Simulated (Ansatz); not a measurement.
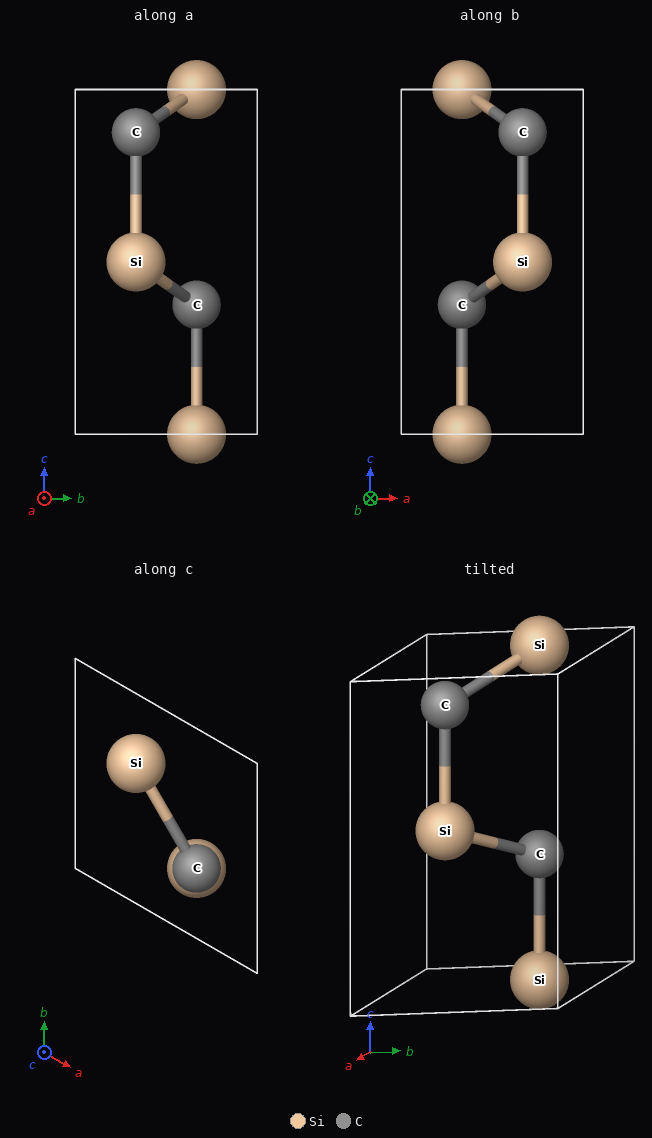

An orthographic ball-and-stick view of the structure, along the a axis, along the b axis, along the c axis and slightly off an axis. The wireframe shows the conventional unit cell.

Lattice parameters: a = 3.0724 Å, b = 3.0724 Å, c = 5.0439 Å, α = 90.000°, β = 90.000°, γ = 120.000°.

> Write down what is shown as a CIF in P1 with every atom of the cell.

```cif
data_structure
_symmetry_space_group_name_H-M 'P 1'
_symmetry_Int_Tables_number 1
_cell_length_a 3.0724
_cell_length_b 3.0724
_cell_length_c 5.0439
_cell_angle_alpha 90.000
_cell_angle_beta 90.000
_cell_angle_gamma 120.000
_cell_volume 41.23
loop_
_atom_site_label
_atom_site_type_symbol
_atom_site_fract_x
_atom_site_fract_y
_atom_site_fract_z
_atom_site_occupancy
Si1 Si 0.3333 0.6667 0.9996 1
Si2 Si 0.6667 0.3333 0.4996 1
C1 C 0.3333 0.6667 0.3754 1
C2 C 0.6667 0.3333 0.8754 1
```

The model was built from a structure type filled with these elements by a generator (whether the compound takes this form wasn't checked). Earlier steps of the study may have refined or changed the cell and positions. It was run through Ansatz as a DFT input.
